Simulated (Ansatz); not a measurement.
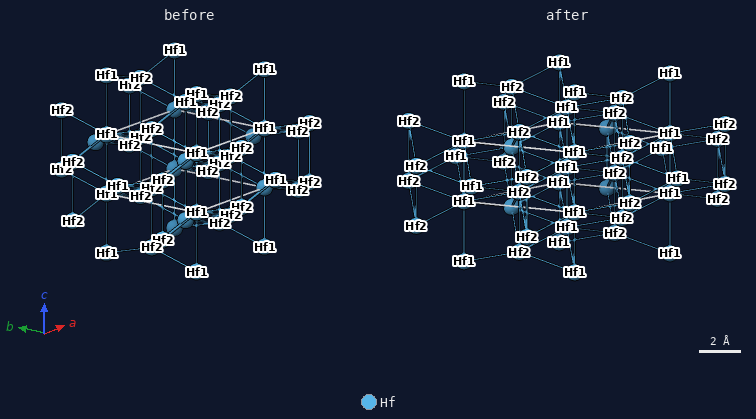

The structure of a crystal of Hf (a generated structure, set up in I4_1/amd) before (left) and after (right) a relaxation, at one scale.

A ball-and-stick model of the conventional cell (2 times the calculation's cell), seen from a free direction. Lengths and directions refer to the drawn axes.

Phase: beta-Sn type.

Computed with Ansatz, DFT, PBEsol, plane waves (420 eV) with PAW, scalar-relativistic.

Input
```yaml
crystal:
  lattice:
    - [-2.7814895756, 2.7814895756, 1.5186933083]
    - [2.7814895756, -2.7814895756, 1.5186933083]
    - [2.7814895756, 2.7814895756, -1.5186933083]
  atoms:
    - { symbol: Hf, position: [0.0, 0.0, 0.0] }
    - { symbol: Hf, position: [0.75, 0.25, 0.5] }
hamiltonian:
  xc: pbesol
  pseudopotentials:
    kind: paw
    azcp:
      Hf: "pseudopotentials/Hf.paw.azcp"
basis:
  ecutwfc: 420
  fft_grid_basis: typed
kpoints:
  mp_grid: { grid: [12, 12, 8], shift: [0, 0, 0] }
magnetization:
  spin_polarized: false
scf:
  occupations: { method: fermi_dirac, width: 0.1 }
relax:
  max_steps: 60
  f_tol: 0.01
  cell: {}
```

Summarise the run.

Answer. No atom moves by more than 0.005 Å relative to the cell. Cell: a = b 5.563 → 5.804 Å (+4.3 %), c 3.037 → 3.081 Å (+1.4 %), γ 90.0° → 124.2°. Volume −8.7 %. Some distances before and after: Hf1–Hf1 4.217 → 3.118 Å, Hf1–Hf2 2.883 → 3.003 Å, Hf1–Hf1 (another image) 3.037 → 3.081 Å. New bonds form: Hf1–Hf1 (4.22 → 3.12 Å), Hf2–Hf2 (4.22 → 3.12 Å). Among the angles between lasting bonds that change: Hf2–Hf1–Hf2 94.0° → 126.3°, Hf2–Hf1–Hf2 94.0° → 62.7°. The space group (tolerance 0.01 Å) goes from I4_1/amd (No. 141) to Fddd (No. 70). After 22 accepted moves (26 points after the start) the energy has fallen by 529 meV per atom. The largest force component goes from 0.00097 to 0.00039 eV/Å. Pressure: −4.75 GPa at the start and 0.00 GPa at the end. The line search rejected the trial steps at points 1, 23 of the run. The SCF was repeated twice at an unchanged geometry on a basis and grid sized afresh for the cell, which shifted the energy by 22.6 meV per atom at most. The program noted that a PAW file was made for another functional than the run's.
